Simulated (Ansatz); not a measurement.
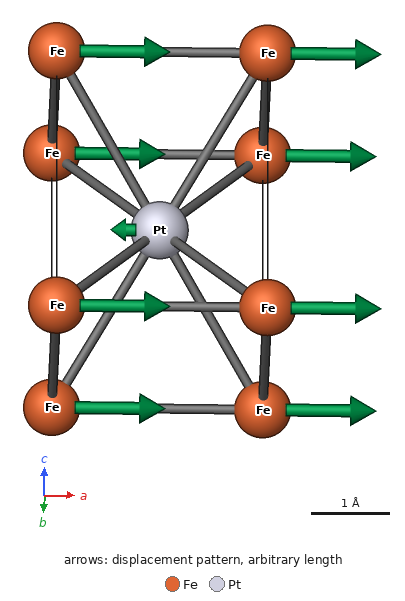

The lowest optical mode of solid FePt (a generated structure), space group P4/mmm (No. 123), at the zone centre. Displacements are drawn as green arrows; their common scale and sign are arbitrary. The picture is a ball-and-stick view of the cell of the calculation, seen from a free direction.

Level of theory: Ansatz, DFT PBE, scalar-relativistic, plane waves, PAW. Settings: plane-wave cutoff 420 eV; k-point mesh 20 × 20 × 14; occupations gaussian; smearing width 0.2 eV; collinear spin.

The frequencies depend somewhat on the k-mesh and the smearing.

### Is the structure stable against all modes at this point?

Yes: this softest mode has a real frequency, and so have all others here. That speaks for this wave vector alone: the rest of the zone wasn't checked in this run. This is the E_u mode (doubly degenerate; one member of the set is drawn) at 19.4 meV, the lowest optical level, infrared-active by symmetry. The Fe sublattice moves against the Pt sublattice, along a; the kinetic energy is shared as Fe 78 %, Pt 22 %. The crystal is a metal, so free carriers screen the infrared response.
